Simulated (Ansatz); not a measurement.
# Be3N2 (R3m): converging the G0W0 gap, part 2 of 2

How do accuracy and time trade against each other in G0W0 on Be3N2 (R3m)?

Ansatz 0.2.0; G0W0 on LDA, plane waves, PAW; PAW set soft_1. Known limits of the many-body steps: not at the basis limit.

So far. Step 4 (269 empty bands, screening to 230 eV): Against the run with 8×8×8 mesh, 125 empty bands, screening to 138 eV, PAW set soft_1 files, the gap moves by +0.17 eV.

**5. Changing the k mesh: 6×6×6 mesh, 125 empty bands, screening to 138 eV, PAW set soft_1 files**

A second mesh at equal bands and cutoff isolates the sampling error. Bands and cutoff differ from the step before, so it is read against an earlier run that matches them.

Input file input.yaml:

```yaml
crystal:
  lattice:
    - [1.4198050555, 0.819724831, 4.8662156628]
    - [-1.4198050555, 0.819724831, 4.8662156628]
    - [0.0, -1.639449662, 4.8662156628]
  atoms:
    - { symbol: Be, position: [0.85900108, 0.85900108, 0.85900108] }
    - { symbol: Be, position: [0.31769456, 0.31769456, 0.31769456] }
    - { symbol: Be, position: [0.08880677, 0.08880677, 0.08880677] }
    - { symbol: "N", position: [0.20416268, 0.20416268, 0.20416268] }
    - { symbol: "N", position: [0.70843491, 0.70843491, 0.70843491] }
kpoints:
  mp_grid: { grid: [6, 6, 6] }
hamiltonian:
  xc: lda
  pseudopotentials: { kind: paw, azcp: { folder: soft_1 }, xc_functional: pbe }
scf:
  occupations: { method: fixed }
gw:
  n_empty_bands: 125
  ecut_chi: 138
  qp_bands: [v2, c2]
  qp_kpoints: band_edges
  screening: { model: contour_deformation }
```

The run is started by

```sh
ansatz run input.yaml --threads 2 --pin off --max-ram 73728MiB --backend cuda --events-out ev --progress --plain --runs-dir out --devices 1 --max-vram 13GiB
```

Numbers of over 12 decimals in the logs are rounded to 6 here.

The log of the run:

```text
GPUs: using 1 of 1 available (devices: 1).
[...]
GPU FFT provider: cuFFT
GPU libraries: cuBLAS 13.8.2, cuFFT 12.4.0, cuSOLVER 12.3.4
Crystal: 5 atoms, lattice volume = 33.981 Å³
Basis set: ecut = 420 eV, 671 PW (Γ)
Bands: 13, of which v1, the nominal top of the filled ones, is band 8 counted from 1 (7 counted from 0)
Symmetry: 6 space group operations
[...]
k-points: 32 of 216 (time reversal used)
[...]
1    10     15.1816    -6.9637    -4.9700   -13.1165  0.8209    16.3756    16.3644  root
[...]
31     7      7.3750   -21.9396     3.1863   -17.9962  0.7952     6.6134     6.6178  root
    31     8      7.3750   -21.9396     3.1863   -17.9962  0.7952     6.6134     6.6178  root
    31     9     14.7003    -9.2790    -5.1709   -15.5506  0.8054    15.8115    15.8011  root
    31    10     16.5015    -9.0186    -5.4018   -15.5941  0.7919    17.6897    17.6752  root
[key lines of the parts left out:]
SCF converged after 9 iterations
Free energy (F): -1018.272513 eV
Fermi energy:    7.718832 eV
```

It took 19 s on 1 × NVIDIA H100 80GB HBM3 (shared by 6 runs) with 2 threads of AMD EPYC 7R13 (Zen 3), shared host; peak memory 1.1 GiB; 24 s of CPU time.

This step gave:

```yaml
bands_summed: 133
rpa_eps_infinity_on_this_mesh_eigenvalues: 4.437, 4.437, 4.885
plane_waves_in_the_screening_matrix: 129
g0w0_gap_on_the_mesh: 4.184 eV
k_of_the_valence_top: 0, 0, 0
k_of_the_conduction_bottom: 0, -0.5, -0.5
starting_gap_on_the_mesh: 2.702 eV
least_direct_g0w0_gap_on_the_computed_points: 5.270 eV
```

Against the run with 8×8×8 mesh, 125 empty bands, screening to 138 eV, PAW set soft_1 files, the gap moves by +0.001 eV.

**6. Changing the frequency model: 8×8×8 mesh, 125 empty bands, screening to 138 eV, plasmon pole, PAW set soft_1 files**

A plasmon pole stands in for the full frequency dependence of the screening; this run shows what that costs in accuracy.

input.yaml: that of step 5 with these lines changed.

```diff
@@ -12,3 +12,3 @@
 kpoints:
-  mp_grid: { grid: [6, 6, 6] }
+  mp_grid: { grid: [8, 8, 8] }
 hamiltonian:
@@ -23,2 +23,2 @@
   qp_kpoints: band_edges
-  screening: { model: contour_deformation }
+  screening: { model: godby_needs }
```

The log of the run:

```text
GPUs: using 1 of 1 available (devices: 1).
[...]
GPU FFT provider: cuFFT
GPU libraries: cuBLAS 13.8.2, cuFFT 12.4.0, cuSOLVER 12.3.4
Crystal: 5 atoms, lattice volume = 33.981 Å³
Basis set: ecut = 420 eV, 671 PW (Γ)
Bands: 13, of which v1, the nominal top of the filled ones, is band 8 counted from 1 (7 counted from 0)
Symmetry: 6 space group operations
[...]
k-points: 65 of 512 (time reversal used)
[...]
1    10     15.3978    -6.5783    -4.9681   -12.8198  0.8310    16.6793    16.6712  root
[...]
64     7      7.3745   -21.9219     3.2472   -17.9960  0.8026     6.6935     6.6958  root
    64     8      7.3745   -21.9219     3.2472   -17.9960  0.8026     6.6935     6.6958  root
    64     9     14.6998    -9.3031    -5.1022   -15.5510  0.8144    15.8524    15.8455  root
    64    10     16.5010    -9.0270    -5.3095   -15.5946  0.8083    17.7683    17.7591  root
[key lines of the parts left out:]
SCF converged after 9 iterations
Free energy (F): -1018.274541 eV
Fermi energy:    7.718131 eV
```

The job ended after 1.7 min (1 × NVIDIA H100 80GB HBM3 (shared by 6 runs) with 2 threads; peak memory 1.9 GiB).

This step gave:

```
bands summed                                 : 133
plasmon-pole fit frequency                   : 25.48 eV
RPA ε∞ on this mesh (eigenvalues)            : 4.387, 4.387, 4.881
plane waves in the screening matrix          : 129
G0W0 gap on the mesh                         : 4.127 eV
k of the valence top                         : 0, 0, 0
k of the conduction bottom                   : 0, -0.5, -0.5
starting gap on the mesh                     : 2.703 eV
least direct G0W0 gap on the computed points : 5.225 eV
```

Against the run with 8×8×8 mesh, 125 empty bands, screening to 138 eV, PAW set soft_1 files, the gap moves by −0.06 eV.

**7. Changing the files: 8×8×8 mesh, 125 empty bands, screening to 138 eV, hard PAW files**

Other atomic data (hard PAW) test the pseudisation: the cutoff goes from 420 to 960 eV and the valence electrons from 16 to 22, which opens shells that were frozen.

This step: G0W0 on LDA, plane waves, PAW.

input.yaml: that of step 6 with these lines changed.

```diff
@@ -15,3 +15,3 @@
   xc: lda
-  pseudopotentials: { kind: paw, azcp: { folder: soft_1 }, xc_functional: pbe }
+  pseudopotentials: { kind: paw, source: ansatz }
 scf:
@@ -23,2 +23,2 @@
   qp_kpoints: band_edges
-  screening: { model: godby_needs }
+  screening: { model: contour_deformation }
```

The log of the run:

```text
GPUs: using 1 of 1 available (devices: 1).
[...]
GPU FFT provider: cuFFT
GPU libraries: cuBLAS 13.8.2, cuFFT 12.4.0, cuSOLVER 12.3.4
Crystal: 5 atoms, lattice volume = 33.981 Å³
Basis set: ecut = 960 eV, 2287 PW (Γ)
Bands: 16, of which v1, the nominal top of the filled ones, is band 11 counted from 1 (10 counted from 0)
Symmetry: 6 space group operations
[...]
k-points: 65 of 512 (time reversal used)
[...]
1    13     15.9563    -6.5939    -5.0734   -12.8371  0.8240    17.1367    17.1261  root
[...]
64    10      7.9318   -21.9253     3.1476   -18.0038  0.7964     7.1534     7.1579  root
    64    11      7.9318   -21.9253     3.1476   -18.0038  0.7964     7.1534     7.1579  root
    64    12     15.2678    -9.3122    -5.1816   -15.5623  0.8067    16.3459    16.3363  root
    64    13     17.0659    -9.0225    -5.4129   -15.5879  0.7933    18.2316    18.2184  root
[key lines of the parts left out:]
SCF converged after 9 iterations
Free energy (F): -1945.919999 eV
Fermi energy:    8.276776 eV
```

The job ended after 2.3 min (1 × NVIDIA H100 80GB HBM3 (shared by 6 runs) with 2 threads; peak memory 1.7 GiB; 3.7 min of CPU time).

Numbers from this step:

```yaml
bands_summed: 136
rpa_eps_infinity_on_this_mesh_eigenvalues: 4.406, 4.406, 4.900
plane_waves_in_the_screening_matrix: 129
g0w0_gap_on_the_mesh: 4.161 eV
k_of_the_valence_top: 0, 0, 0
k_of_the_conduction_bottom: 0, -0.5, -0.5
starting_gap_on_the_mesh: 2.700 eV
least_direct_g0w0_gap_on_the_computed_points: 5.249 eV
```

Against the run with 8×8×8 mesh, 125 empty bands, screening to 138 eV, PAW set soft_1 files, the gap moves by −0.02 eV.

**8. Convergence and cost**

Times are wall times on 1 × NVIDIA H100 80GB HBM3 (shared by 6 runs) with 2 threads of AMD EPYC 7R13 (Zen 3), shared host, good to a factor of about two.

| mesh | files | frequency | bands summed | cutoff (eV) | start (eV) | G0W0 (eV) | time | host memory (GiB) |
| --- | --- | --- | --- | --- | --- | --- | --- | --- |
| 8×8×8 | PAW set soft_1 | contour deformation | 52 | 69 | 2.703 | 3.863 | 47 s | 1.0 |
| 8×8×8 | PAW set soft_1 | contour deformation | 133 | 138 | 2.703 | 4.183 | 52 s | 1.4 |
| 8×8×8 | PAW set soft_1 | contour deformation | 277 | 230 | 2.703 | 4.355 | 2.1 min | 2.1 |
| 6×6×6 | PAW set soft_1 | contour deformation | 133 | 138 | 2.702 | 4.184 | 19 s | 1.1 |
| 8×8×8 | PAW set soft_1 | plasmon pole | 133 | 138 | 2.703 | 4.127 | 1.7 min | 1.9 |
| 8×8×8 | hard PAW | contour deformation | 136 | 138 | 2.700 | 4.161 | 2.3 min | 1.7 |

How the two edges are built up, in eV (the quasiparticle level is the starting level plus Σx plus Σc less Vxc):

| run | edge | start | Σx | Σc | Vxc | Z | QP |
| --- | --- | --- | --- | --- | --- | --- | --- |
| 52 bands | valence top | 7.72 | -22.13 | 3.56 | -18.41 | 0.80 | 7.57 |
| 52 bands | conduction bottom | 10.42 | -6.81 | -3.80 | -11.62 | 0.84 | 11.43 |
| 133 bands | valence top | 7.72 | -22.13 | 3.02 | -18.41 | 0.80 | 7.03 |
| 133 bands | conduction bottom | 10.42 | -6.81 | -4.01 | -11.62 | 0.84 | 11.21 |
| 277 bands | valence top | 7.72 | -22.13 | 2.76 | -18.41 | 0.79 | 6.77 |
| 277 bands | conduction bottom | 10.42 | -6.81 | -4.11 | -11.62 | 0.84 | 11.12 |

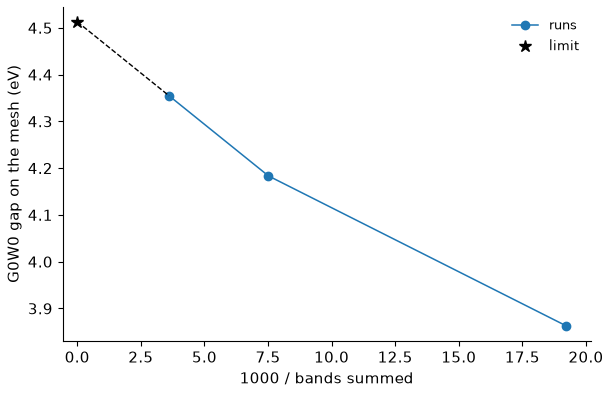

The gap against one over the number of bands; the dashed line carries the two highest rungs to the limit.

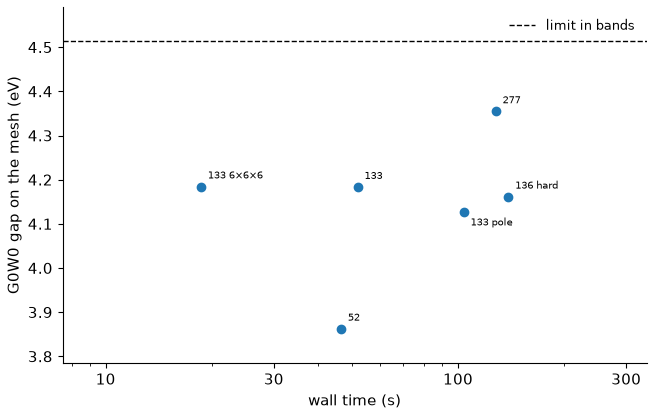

Result against wall time.

**9. What came out**

| Item | Value |
| --- | --- |
| 52 bands, 69 eV | 3.863 eV |
| 133 bands, 138 eV | 4.183 eV |
| 277 bands, 230 eV | 4.355 eV |
| estimated limit in bands and cutoff | 4.51 eV |
| mesh and start | 8×8×8, LDA |

In words: A line in one over the bands through the two highest rungs gives 4.51 eV, +0.16 eV from the top rung; the pair below gives 4.39 eV, so the estimate is still climbing. The rungs stand 0.65 eV (52 bands), 0.33 eV (133 bands) and 0.16 eV (277 bands) from it. From 52 to 277 bands the gap moves by +0.49 eV while the time grows 2.7-fold. Σc changes by −0.80 eV at the valence top and −0.31 eV at the conduction bottom, so the valence edge carries most of the change. On the 6×6×6 mesh in place of 8×8×8 the gap differs by +0.001 eV, of which −0.001 eV is already in the start. The plasmon-pole model gives −0.06 eV against contour deformation, 4 % of the correction, and saved no time in this program. Hard PAW files move the gap by −0.02 eV at equal bands and cutoff, −0.003 eV of it in the start.

[Paths, hosts, dates, memory and timing lines, banners, echoed tables and standing remarks are left out of the program output.]

[Logs are printed without paths, hosts, clocks, repeated set-up lines and the standing remarks that a program may print on its own settings, such as how far it seeks lower states.]

[Runs of the session that timed out or met a known fault of the program may be left out.]

[Cells called generated may have been cut or substituted from an entry of the Crystallography Open Database or the Materials Project.]

[Hosts, paths, dates, database ids (printed as entryN), source tags and the programs' standing remarks are cut or masked in the printed files.]
